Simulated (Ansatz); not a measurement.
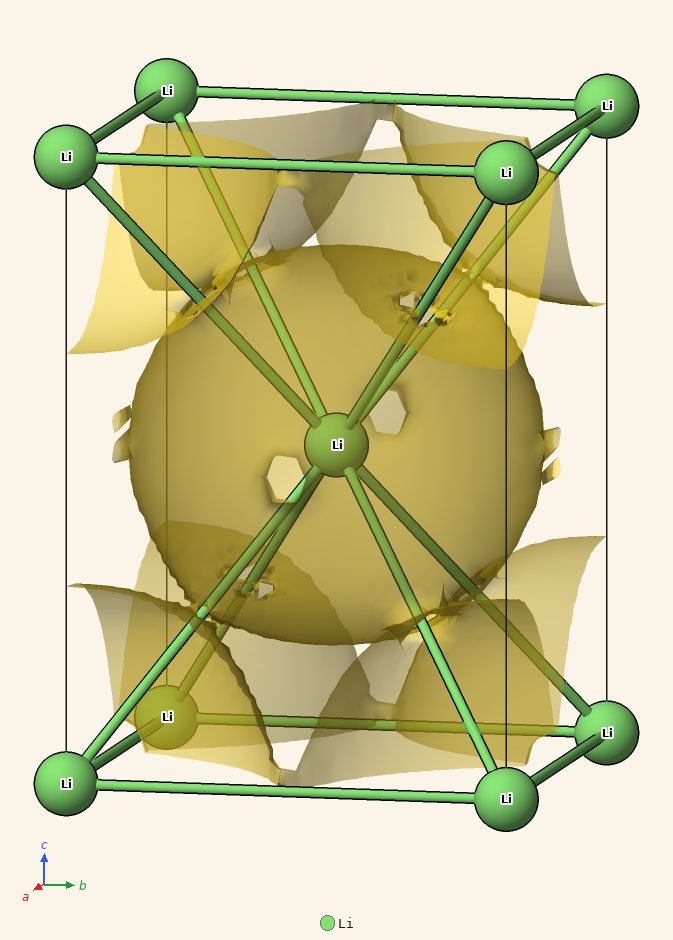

*Li. Isosurface of the electron localisation function at 0.55 (yellow), seen slightly off an axis. Core shells and regions of very low density are left out. Sticks mark near contacts.*

Space group Immm; changed on purpose from its base cell (strain +0.0150 x Voigt [0, 0, 0, 0, 1, 0], atoms carried along); computed without spin polarisation.

Computed with DFT PBEsol, scalar-relativistic, plane waves, PAW (Ansatz 0.2.0).

Question: Describe the localisation domains.

Answer: The ELF exceeds this value in one network that runs through the whole crystal, counted in one cell of 2 atoms. Regions shared between cells count once. There are no localised bonds or lone pairs at this value.

Values along the shortest contacts:
Li–Li (3.09 Å): the ELF reaches about 0.55 near the midpoint. Li–Li (3.14 Å): the ELF reaches about 0.55 near the midpoint.

Question: Does the calculation make it a metal, or give it a gap?

Answer: It is metallic or semimetallic at this level of theory: no gap opens.
